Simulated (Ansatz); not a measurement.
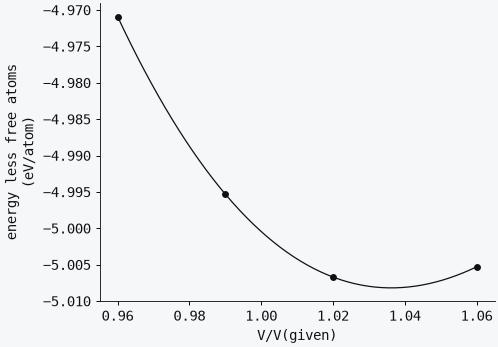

Plotted: energy less free atoms against V/V(given) for SnS₂, space group P-3m1 (No. 164).

Starting cell:
```
CELL_PARAMETERS angstrom
3.59830 0.00000 0.00000
-1.79920 3.11620 0.00000
0.00000 0.00000 5.49400
ATOMIC_POSITIONS crystal
Sn 0.00000 0.00000 0.00000
S 0.66667 0.33333 0.26390
S 0.33333 0.66667 0.73610
```

Computed with Ansatz 0.2.0: periodic Kohn-Sham DFT of a crystal at fixed atoms, scaled to the stated factor times the given cell; pressure positive in compression, energy less spherical unpolarised free atoms. Level: LDA.

method all-electron LAPW; relativity scalar; k mesh 8×8×5; occupations Fermi–Dirac; smearing width 0.01 eV; basis error target 1 (meV/atom); nucleus Gaussian.

V(given) is 20.53 Å³/atom.

From this curve and the settings, what does the calculation give for the pressure at the same points?

The pressure falls from 8.2 GPa at V/V(given) 0.96 to −1.9 GPa at 1.06, and changes sign near 1.04.

```tsv
V/V(given)	pressure (GPa)
0.96	8.2
0.99	4.6
1.02	1.5
1.06	-1.9
```

Limits of the calculation: shape and atomic fractions are frozen while scaling, which makes layered, chain and framework solids too stiff.
